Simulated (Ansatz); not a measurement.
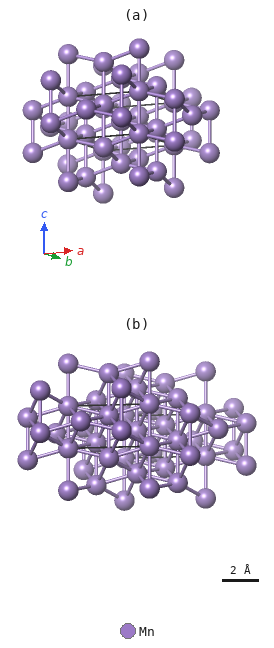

The structure of crystalline Mn (a generated structure, set up in I4_1/amd) before (top) and after (bottom) a relaxation, at one scale.

A ball-and-stick model of the conventional cell (2 times the calculation's cell), seen from a free direction. Lengths and directions refer to the drawn axes.

Phase: beta-Sn type.

Level of theory: DFT, r2SCAN, plane waves (500 eV) with PAW, scalar-relativistic (Ansatz).

Input
```yaml
crystal:
  lattice:
    - [-2.2438589898, 2.2438589898, 1.2251470084]
    - [2.2438589898, -2.2438589898, 1.2251470084]
    - [2.2438589898, 2.2438589898, -1.2251470084]
  atoms:
    - { symbol: Mn, position: [0.0, 0.0, 0.0], spin: 3.0 }
    - { symbol: Mn, position: [0.75, 0.25, 0.5], spin: 3.0 }
hamiltonian:
  xc: r2scan
  pseudopotentials:
    kind: paw
    azcp:
      Mn: "pseudopotentials/Mn.paw.azcp"
basis:
  ecutwfc: 500
  fft_grid_basis: typed
kpoints:
  mp_grid: { grid: [14, 14, 10], shift: [0, 0, 0] }
magnetization:
  spin_polarized: true
scf:
  occupations: { method: fermi_dirac, width: 0.05 }
relax:
  max_steps: 60
  f_tol: 0.01
  cell: {}
```

Run as
```bash
ansatz run input.yaml --threads 1 --pin off --max-ram 3584MiB --backend cpu --events-out ev --progress --plain --runs-dir out
```

Summarise the run.

Answer. The run was cut off at its time limit before the program reported convergence, but its last step already meets the force threshold: the largest component is 0.00021 eV/Å against 0.01 eV/Å. The pressure is within 0.01 GPa of its target. No atom moves by more than 0.005 Å relative to the cell. Cell: a = b 4.488 → 4.678 Å (+4.2 %), c 2.450 → 2.435 Å (−0.6 %), γ 90.0° → 56.5°. Volume −9.9 %. Some distances before and after: Mn1–Mn1 3.402 → 2.528 Å, Mn1–Mn2 2.326 → 2.417 Å, Mn1–Mn1 (another image) 2.450 → 2.435 Å. New bonds form: Mn1–Mn1 (3.40 → 2.53 Å), Mn2–Mn2 (3.40 → 2.53 Å). Bond angles that change, for instance: Mn2–Mn1–Mn2 94.0° → 125.5°, Mn2–Mn1–Mn2 94.0° → 63.1°. The space group (tolerance 0.01 Å) goes from I4_1/amd (No. 141) to Fddd (No. 70). The energy falls by 375 meV per atom in 14 geometry steps. The largest force component goes from 0.0018 to 0.00021 eV/Å. Pressure: 1.13 GPa at the start and 0.00 GPa at the end.
